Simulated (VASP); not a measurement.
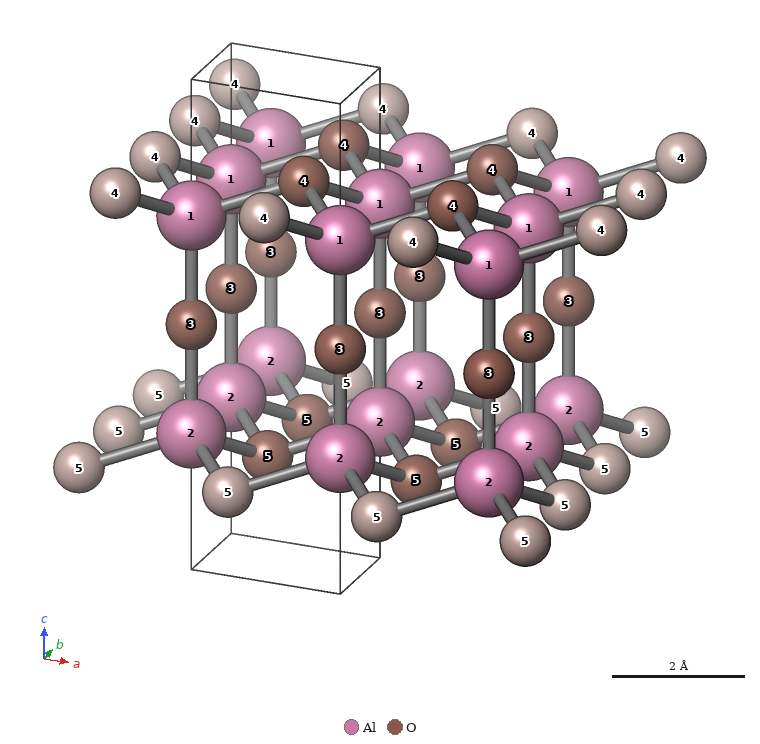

**Figure 1.** The structure as given in the input (ball-and-stick view of the cell of the calculation, repeated 2 × 2 × 1, seen slightly off an axis; neighbours outside the cell are drawn fainter; atoms are numbered from 1 in the order of the input). Near neighbours in the crystal (not all of them lie inside the picture): Al has 4 O at 1.68 to 1.84 Å; O has 2 Al at 1.68 Å; O has 3 Al at 1.84 Å.

Geometry relaxation of Al2O3 (part 1 of 4)

System: Al2O3 (P-3m1, 5 atoms in the cell).
Method: Kohn-Sham DFT of a periodic cell, r2SCAN with rVV10, VASP PAW PBE potentials, recommended, no spin polarisation (VASP 6.6.1).

The structure derives from a Materials Project entry.

**INCAR**
```
PREC = Accurate
ENCUT = 600
EDIFF = 1E-6
ISMEAR = 0
SIGMA = 0.05
LREAL = False
LASPH = True
NELM = 80
ALGO = Normal
ISIF = 3
LWAVE = False
LCHARG = False
METAGGA = R2SCAN
LMIXTAU = True
LUSE_VDW = True
IVDW_NL = 2
BPARAM = 11.95
CPARAM = 0.0093
IBRION = 2
NSW = 60
EDIFFG = -0.02
```

**KPOINTS**
```
Automatic mesh
0
Gamma
  10 10 4
```

**POSCAR**
```
Al2O3
1.0
    3.0174825440      0.0000000000      0.0000000000
   -1.5087412720      2.6132165386      0.0000000000
    0.0000000000      0.0000000000      7.5746360022
Al O
2 3
Direct
    0.0000000000      0.0000000000      0.7220490000
    0.0000000000      0.0000000000      0.2779510000
    0.0000000000      0.0000000000      0.5000000000
    0.6666666667      0.3333333333      0.8005460000
    0.3333333333      0.6666666667      0.1994540000
```

Launch command:
```bash
cat potpaw_PBE.64/Al/POTCAR potpaw_PBE.64/O/POTCAR > POTCAR
mpirun -np 1 vasp_std > vasp.out
```

**OSZICAR**
```
N       E                     dE             d eps       ncg     rms          rms(c)
DAV:   1     0.121061457645E+03    0.12106E+03   -0.14071E+04  1600   0.157E+03
DAV:   2    -0.509474474835E+02   -0.17201E+03   -0.16695E+03  2072   0.304E+02
DAV:   3    -0.583279023768E+02   -0.73805E+01   -0.73701E+01  2088   0.752E+01
DAV:   4    -0.583753403976E+02   -0.47438E-01   -0.47435E-01  2064   0.632E+00
DAV:   5    -0.583759605465E+02   -0.62015E-03   -0.62014E-03  2096   0.674E-01    0.137E+01
DAV:   6    -0.486765159735E+02    0.96994E+01   -0.16609E+01  1872   0.282E+01    0.582E+00
DAV:   7    -0.453505620972E+02    0.33260E+01   -0.69673E-01  2240   0.968E+00    0.314E+00
DAV:   8    -0.490884253363E+02   -0.37379E+01   -0.14064E+00  1832   0.934E+00    0.156E+00
DAV:   9    -0.451542309810E+02    0.39342E+01   -0.95406E-01  1824   0.766E+00    0.476E-01
DAV:  10    -0.457984498738E+02   -0.64422E+00   -0.31101E-01  1608   0.564E+00    0.397E-01
DAV:  11    -0.458031528355E+02   -0.47030E-02   -0.18545E-02  2304   0.104E+00    0.216E-01
DAV:  12    -0.458674815794E+02   -0.64329E-01   -0.18304E-02  1624   0.172E+00    0.686E-02
DAV:  13    -0.458692620849E+02   -0.17805E-02   -0.31555E-03  2144   0.777E-01    0.323E-02
DAV:  14    -0.458711467064E+02   -0.18846E-02   -0.54870E-04  1760   0.309E-01    0.250E-02
DAV:  15    -0.458711793120E+02   -0.32606E-04   -0.27012E-04  1616   0.216E-01    0.135E-02
DAV:  16    -0.458713872137E+02   -0.20790E-03   -0.44795E-05  1872   0.880E-02    0.778E-03
DAV:  17    -0.458714319510E+02   -0.44737E-04   -0.20938E-05  1656   0.556E-02    0.389E-03
DAV:  18    -0.458714506405E+02   -0.18690E-04   -0.11490E-05  1656   0.433E-02    0.216E-03
DAV:  19    -0.458714512866E+02   -0.64609E-06   -0.59377E-07  1824   0.942E-03
   1 F= -.45871451E+02 E0= -.45871451E+02  d E =-.458715E+02
       N       E                     dE             d eps       ncg     rms          rms(c)
DAV:   1    -0.465954819908E+02   -0.72403E+00   -0.18959E+01  1744   0.435E+01    0.632E+00
DAV:   2    -0.458576767860E+02    0.73781E+00   -0.27112E+00  1808   0.131E+01    0.113E+00
DAV:   3    -0.457680590602E+02    0.89618E-01   -0.13395E-01  1616   0.391E+00    0.370E-01
DAV:   4    -0.458334196765E+02   -0.65361E-01   -0.81662E-02  1616   0.383E+00    0.216E-01
DAV:   5    -0.458617845736E+02   -0.28365E-01   -0.12664E-02  1632   0.148E+00    0.649E-02
DAV:   6    -0.458629797955E+02   -0.11952E-02   -0.22113E-03  1912   0.679E-01    0.580E-02
DAV:   7    -0.458644922079E+02   -0.15124E-02   -0.22720E-03  1696   0.570E-01    0.435E-02
DAV:   8    -0.458640304221E+02    0.46179E-03   -0.58422E-04  1880   0.294E-01    0.754E-03
DAV:   9    -0.458647641572E+02   -0.73374E-03   -0.21867E-04  1688   0.200E-01    0.258E-03
DAV:  10    -0.458648346732E+02   -0.70516E-04   -0.63734E-06  2200   0.350E-02    0.263E-03
DAV:  11    -0.458647955909E+02    0.39082E-04   -0.65042E-06  1768   0.341E-02    0.160E-03
DAV:  12    -0.458648096370E+02   -0.14046E-04   -0.48939E-07  1680   0.700E-03    0.202E-04
DAV:  13    -0.458648078778E+02    0.17592E-05   -0.35577E-07  1264   0.844E-03    0.307E-04
DAV:  14    -0.458648106849E+02   -0.28072E-05   -0.53208E-08   904   0.288E-03    0.122E-04
DAV:  15    -0.458648095386E+02    0.11463E-05   -0.24575E-09   832   0.577E-04    0.871E-05
DAV:  16    -0.458648100062E+02   -0.46757E-06   -0.10165E-09   824   0.411E-04
   2 F= -.45864810E+02 E0= -.45864810E+02  d E =0.664128E-02
       N       E                     dE             d eps       ncg     rms          rms(c)
DAV:   1    -0.460997891562E+02   -0.23498E+00   -0.49028E+00  1768   0.215E+01    0.320E+00
DAV:   2    -0.459204876658E+02    0.17930E+00   -0.74025E-01  1784   0.682E+00    0.509E-01
DAV:   3    -0.459038101167E+02    0.16678E-01   -0.22979E-02  1752   0.151E+00    0.202E-01
DAV:   4    -0.459088080145E+02   -0.49979E-02   -0.21864E-02  1632   0.203E+00    0.102E-01
DAV:   5    -0.459159399304E+02   -0.71319E-02   -0.86781E-03  1616   0.125E+00    0.257E-02
DAV:   6    -0.459180260512E+02   -0.20861E-02   -0.14788E-03  1664   0.538E-01    0.217E-02
DAV:   7    -0.459183733284E+02   -0.34728E-03   -0.13067E-04  1984   0.141E-01    0.673E-03
DAV:   8    -0.459181911549E+02    0.18217E-03   -0.10357E-04  1656   0.133E-01    0.270E-03
DAV:   9    -0.459183665729E+02   -0.17542E-03   -0.32081E-05  1632   0.727E-02    0.115E-03
DAV:  10    -0.459183553743E+02    0.11199E-04   -0.27167E-06  1680   0.234E-02    0.471E-04
DAV:  11    -0.459183710968E+02   -0.15722E-04   -0.25170E-07  1528   0.714E-03    0.258E-04
DAV:  12    -0.459183664881E+02    0.46087E-05   -0.95260E-08  1072   0.385E-03    0.165E-04
DAV:  13    -0.459183671398E+02   -0.65168E-06   -0.40679E-08   832   0.291E-03
   3 F= -.45918367E+02 E0= -.45918367E+02  d E =-.469159E-01
       N       E                     dE             d eps       ncg     rms          rms(c)
DAV:   1    -0.459209659367E+02   -0.25994E-02   -0.38841E-01  1640   0.580E+00    0.587E-01
DAV:   2    -0.459149157613E+02    0.60502E-02   -0.22039E-02  2088   0.118E+00    0.257E-01
DAV:   3    -0.459131324043E+02    0.17834E-02   -0.37008E-03  1936   0.533E-01    0.103E-01
DAV:   4    -0.459134824938E+02   -0.35009E-03   -0.16662E-03  1888   0.472E-01    0.419E-02
DAV:   5    -0.459133934755E+02    0.89018E-04   -0.65360E-04  1600   0.298E-01    0.160E-02
DAV:   6    -0.459136810132E+02   -0.28754E-03   -0.26130E-04  1616   0.197E-01    0.113E-02
DAV:   7    -0.459134922414E+02    0.18877E-03   -0.13855E-04  1608   0.136E-01    0.800E-03
DAV:   8    -0.459135654299E+02   -0.73189E-04   -0.21117E-05  2096   0.504E-02    0.200E-03
DAV:   9    -0.459135566368E+02    0.87931E-05   -0.39594E-06  1656   0.250E-02    0.168E-03
DAV:  10    -0.459135752087E+02   -0.18572E-04   -0.27397E-07  1488   0.617E-03    0.127E-03
DAV:  11    -0.459135706001E+02    0.46086E-05   -0.16178E-07  1264   0.499E-03    0.633E-04
DAV:  12    -0.459135757040E+02   -0.51039E-05   -0.89746E-08   848   0.281E-03    0.168E-04
DAV:  13    -0.459135732341E+02    0.24699E-05   -0.16590E-08   840   0.154E-03    0.108E-04
DAV:  14    -0.459135731755E+02    0.58569E-07   -0.11288E-09   824   0.324E-04
   4 F= -.45913573E+02 E0= -.45913573E+02  d E =0.479396E-02
       N       E                     dE             d eps       ncg     rms          rms(c)
DAV:   1    -0.459232289015E+02   -0.96557E-02   -0.17754E-01  1632   0.390E+00    0.397E-01
DAV:   2    -0.459202828103E+02    0.29461E-02   -0.98471E-03  2096   0.791E-01    0.173E-01
DAV:   3    -0.459198396447E+02    0.44317E-03   -0.16877E-03  1928   0.361E-01    0.693E-02
DAV:   4    -0.459194883002E+02    0.35134E-03   -0.78739E-04  1880   0.328E-01    0.280E-02
DAV:   5    -0.459199182116E+02   -0.42991E-03   -0.33981E-04  1600   0.219E-01    0.111E-02
DAV:   6    -0.459196787777E+02    0.23943E-03   -0.11493E-04  1616   0.132E-01    0.789E-03
DAV:   7    -0.459198703575E+02   -0.19158E-03   -0.58576E-05  1608   0.885E-02    0.557E-03
DAV:   8    -0.459198130929E+02    0.57265E-04   -0.97334E-06  2112   0.344E-02    0.136E-03
DAV:   9    -0.459198331535E+02   -0.20061E-04   -0.18973E-06  1488   0.172E-02    0.105E-03
DAV:  10    -0.459198186730E+02    0.14480E-04   -0.16427E-07  1008   0.466E-03    0.790E-04
DAV:  11    -0.459198220555E+02   -0.33825E-05   -0.73556E-08   936   0.343E-03    0.513E-04
DAV:  12    -0.459198188020E+02    0.32535E-05   -0.67666E-08   848   0.218E-03    0.188E-04
DAV:  13    -0.459198207295E+02   -0.19275E-05   -0.12381E-08   848   0.126E-03    0.104E-04
DAV:  14    -0.459198208801E+02   -0.15053E-06   -0.10564E-09   824   0.305E-04
   5 F= -.45919821E+02 E0= -.45919821E+02  d E =-.145374E-02
       N       E                     dE             d eps       ncg     rms          rms(c)
DAV:   1    -0.459205812711E+02   -0.76054E-03   -0.99251E-02  1600   0.280E+00    0.137E-01
DAV:   2    -0.459200551004E+02    0.52617E-03   -0.26791E-03  2152   0.456E-01    0.315E-02
DAV:   3    -0.459202188239E+02   -0.16372E-03   -0.21210E-04  1608   0.185E-01    0.150E-02
DAV:   4    -0.459202281062E+02   -0.92823E-05   -0.76327E-05  1656   0.109E-01    0.450E-03
DAV:   5    -0.459202512785E+02   -0.23172E-04   -0.39296E-05  1616   0.842E-02    0.260E-03
DAV:   6    -0.459202638954E+02   -0.12617E-04   -0.55414E-06  1824   0.272E-02    0.188E-03
DAV:   7    -0.459202597729E+02    0.41225E-05   -0.88530E-07  1608   0.120E-02    0.681E-04
DAV:   8    -0.459202619299E+02   -0.21570E-05   -0.25580E-07  1320   0.666E-03    0.584E-04
DAV:   9    -0.459202586991E+02    0.32308E-05   -0.35089E-07  1272   0.695E-03    0.282E-04
DAV:  10    -0.459202595154E+02   -0.81637E-06   -0.21004E-08   848   0.181E-03
   6 F= -.45920260E+02 E0= -.45920260E+02  d E =-.438635E-03
       N       E                     dE             d eps       ncg     rms          rms(c)
DAV:   1    -0.459241190545E+02   -0.38604E-02   -0.89301E-01  1600   0.839E+00    0.412E-01
DAV:   2    -0.459183390926E+02    0.57800E-02   -0.24829E-02  2112   0.140E+00    0.936E-02
DAV:   3    -0.459207162784E+02   -0.23772E-02   -0.22002E-03  1608   0.620E-01    0.456E-02
DAV:   4    -0.459205165571E+02    0.19972E-03   -0.70576E-04  1664   0.333E-01    0.131E-02
DAV:   5    -0.459209322741E+02   -0.41572E-03   -0.35017E-04  1616   0.257E-01    0.791E-03
DAV:   6    -0.459209748007E+02   -0.42527E-04   -0.43959E-05  1936   0.761E-02    0.571E-03
DAV:   7    -0.459209730460E+02    0.17547E-05   -0.64022E-06  2008   0.313E-02    0.231E-03
DAV:   8    -0.459209775699E+02   -0.45239E-05   -0.20656E-06  1464   0.198E-02    0.174E-03
DAV:   9    -0.459209704358E+02    0.71341E-05   -0.31493E-06  1376   0.209E-02    0.897E-04
DAV:  10    -0.459209733628E+02   -0.29270E-05   -0.18293E-07  1488   0.528E-03    0.907E-04
DAV:  11    -0.459209736403E+02   -0.27749E-06   -0.18162E-07  1168   0.447E-03
   7 F= -.45920974E+02 E0= -.45920974E+02  d E =-.115276E-02
       N       E                     dE             d eps       ncg     rms          rms(c)
DAV:   1    -0.459213582374E+02   -0.38487E-03   -0.34926E-02  1600   0.164E+00    0.644E-02
DAV:   2    -0.459212796714E+02    0.78566E-04   -0.74057E-04  1920   0.237E-01    0.288E-02
DAV:   3    -0.459213017362E+02   -0.22065E-04   -0.71994E-05  1600   0.996E-02    0.136E-02
DAV:   4    -0.459212728820E+02    0.28854E-04   -0.43751E-05  1600   0.797E-02    0.403E-03
DAV:   5    -0.459212986991E+02   -0.25817E-04   -0.34422E-05  1600   0.757E-02    0.152E-03
DAV:   6    -0.459213010545E+02   -0.23554E-05   -0.77946E-06  1600   0.331E-02    0.143E-03
DAV:   7    -0.459213041182E+02   -0.30637E-05   -0.44593E-07  1600   0.809E-03    0.711E-04
DAV:   8    -0.459213031943E+02    0.92390E-06   -0.73732E-08   936   0.373E-03
   8 F= -.45921303E+02 E0= -.45921303E+02  d E =-.329554E-03
       N       E                     dE             d eps       ncg     rms          rms(c)
DAV:   1    -0.459227289968E+02   -0.14249E-02   -0.31453E-01  1600   0.493E+00    0.194E-01
DAV:   2    -0.459219623464E+02    0.76665E-03   -0.67323E-03  1872   0.718E-01    0.861E-02
DAV:   3    -0.459221920602E+02   -0.22971E-03   -0.65646E-04  1600   0.306E-01    0.412E-02
DAV:   4    -0.459219347044E+02    0.25736E-03   -0.40346E-04  1608   0.246E-01    0.118E-02
DAV:   5    -0.459221663180E+02   -0.23161E-03   -0.30800E-04  1600   0.230E-01    0.463E-03
DAV:   6    -0.459222035262E+02   -0.37208E-04   -0.63225E-05  1600   0.947E-02    0.435E-03
DAV:   7    -0.459222202136E+02   -0.16687E-04   -0.43391E-06  1992   0.253E-02    0.229E-03
DAV:   8    -0.459222169220E+02    0.32915E-05   -0.58550E-07  1528   0.110E-02    0.123E-03
DAV:   9    -0.459222224609E+02   -0.55389E-05   -0.15738E-06  1280   0.149E-02    0.776E-04
DAV:  10    -0.459222217341E+02    0.72687E-06   -0.95376E-08  1000   0.382E-03
   9 F= -.45922222E+02 E0= -.45922222E+02  d E =-.124809E-02
       N       E                     dE             d eps       ncg     rms          rms(c)
DAV:   1    -0.459259259022E+02   -0.37034E-02   -0.12577E+00  1600   0.987E+00    0.390E-01
DAV:   2    -0.459222841463E+02    0.36418E-02   -0.27422E-02  1816   0.146E+00    0.172E-01
DAV:   3    -0.459236221878E+02   -0.13380E-02   -0.27169E-03  1600   0.646E-01    0.834E-02
DAV:   4    -0.459224327495E+02    0.11894E-02   -0.16928E-03  1600   0.512E-01    0.229E-02
DAV:   5    -0.459235402139E+02   -0.11075E-02   -0.12380E-03  1600   0.471E-01    0.945E-03
DAV:   6    -0.459236648486E+02   -0.12463E-03   -0.21659E-04  1600   0.175E-01    0.887E-03
DAV:   7    -0.459237155030E+02   -0.50654E-04   -0.16883E-05  2032   0.500E-02    0.475E-03
DAV:   8    -0.459237073786E+02    0.81244E-05   -0.24722E-06  1632   0.224E-02    0.235E-03
DAV:   9    -0.459237223246E+02   -0.14946E-04   -0.63723E-06  1656   0.299E-02    0.161E-03
DAV:  10    -0.459237211247E+02    0.11999E-05   -0.29940E-07  1632   0.718E-03    0.936E-04
DAV:  11    -0.459237212661E+02   -0.14141E-06   -0.34334E-07  1248   0.669E-03
  10 F= -.45923721E+02 E0= -.45923721E+02  d E =-.274763E-02
       N       E                     dE             d eps       ncg     rms          rms(c)
DAV:   1    -0.459358864923E+02   -0.12165E-01   -0.50322E+00  1600   0.197E+01    0.788E-01
DAV:   2    -0.459171498401E+02    0.18737E-01   -0.11340E-01  1784   0.297E+00    0.343E-01
DAV:   3    -0.459249347556E+02   -0.77849E-02   -0.99963E-03  1600   0.130E+00    0.171E-01
DAV:   4    -0.459204317686E+02    0.45030E-02   -0.63897E-03  1600   0.988E-01    0.428E-02
DAV:   5    -0.459247300683E+02   -0.42983E-02   -0.41391E-03  1600   0.873E-01    0.199E-02
DAV:   6    -0.459250332325E+02   -0.30316E-03   -0.68212E-04  1696   0.311E-01    0.185E-02
DAV:   7    -0.459251942456E+02   -0.16101E-03   -0.61910E-05  2096   0.980E-02    0.997E-03
DAV:   8    -0.459251798320E+02    0.14414E-04   -0.11049E-05  1808   0.453E-02    0.423E-03
DAV:   9    -0.459252239646E+02   -0.44133E-04   -0.22559E-05  1632   0.584E-02    0.279E-03
DAV:  10    -0.459252214833E+02    0.24813E-05   -0.93580E-07  1792   0.124E-02    0.187E-03
DAV:  11    -0.459252230638E+02   -0.15804E-05   -0.13210E-06  1272   0.130E-02    0.693E-04
DAV:  12    -0.459252218127E+02    0.12511E-05   -0.31028E-07  1232   0.609E-03    0.200E-04
DAV:  13    -0.459252219835E+02   -0.17086E-06   -0.15539E-08   832   0.143E-03
  11 F= -.45925222E+02 E0= -.45925222E+02  d E =-.424834E-02
       N       E                     dE             d eps       ncg     rms          rms(c)
DAV:   1    -0.459262298333E+02   -0.10080E-02   -0.83898E-02  1600   0.259E+00    0.183E-01
DAV:   2    -0.459256177748E+02    0.61206E-03   -0.28809E-03  1680   0.471E-01    0.517E-02
DAV:   3    -0.459255794285E+02    0.38346E-04   -0.21588E-04  1664   0.161E-01    0.223E-02
DAV:   4    -0.459256183112E+02   -0.38883E-04   -0.87327E-05  1600   0.121E-01    0.805E-03
```
